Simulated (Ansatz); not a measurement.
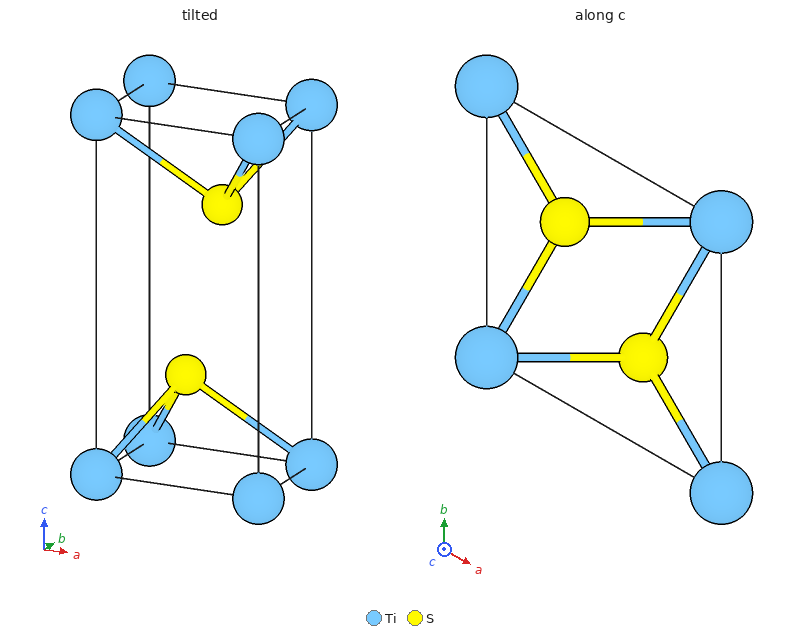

Ball-and-stick drawing of the structure, looking slightly off an axis and along the c axis. The frame is the conventional unit cell; atoms at its boundary are shown with their periodic copies.

TiS2, cadmium iodide (CdI₂, 1T) type, space group P-3m1 (No. 164), a = 3.534 Å, b = 3.534 Å, c = 5.739 Å, α = 90.00°, β = 90.00°, γ = 120.00°. It derives from a structure type filled with these elements by a generator (whether the compound takes this form wasn't checked). The cell was then strained or its atoms displaced on purpose. A calculation with Ansatz used it as input.

This one geometry was computed with Ansatz (DFT, plane waves, PAW) at three levels of theory: PBE, HSE06 and r2SCAN.

Q: Which level gives the highest pressure at this volume, and what does that say about its equilibrium volume?

A: Highest: PBE (-2.3 GPa), which points to the largest equilibrium volume. Lowest, with the smallest volume: HSE06 (-4.1 GPa). Levels within 0.5 GPa of each other can't be told apart.

Q: How does the band gap change with the level of theory?

A: PBE: a gap of 0.14 eV, indirect; r2SCAN: a gap of 0.35 eV, indirect; HSE06: a gap of 0.91 eV, indirect.

Q: Collect the results in a table.

A:
| level | cutoff (eV) | k-mesh of the run's cell | gap (eV) | pressure (GPa) |
| --- | --- | --- | --- | --- |
| PBE | 420 | 12×12×4 | 0.14 | -2.3 |
| HSE06 | 420 | 6×6×4 | 0.91 | -4.1 |
| r2SCAN | 500 | 12×12×4 | 0.35 | -3.2 |

Gaps are taken on the k-mesh or band path of each run.
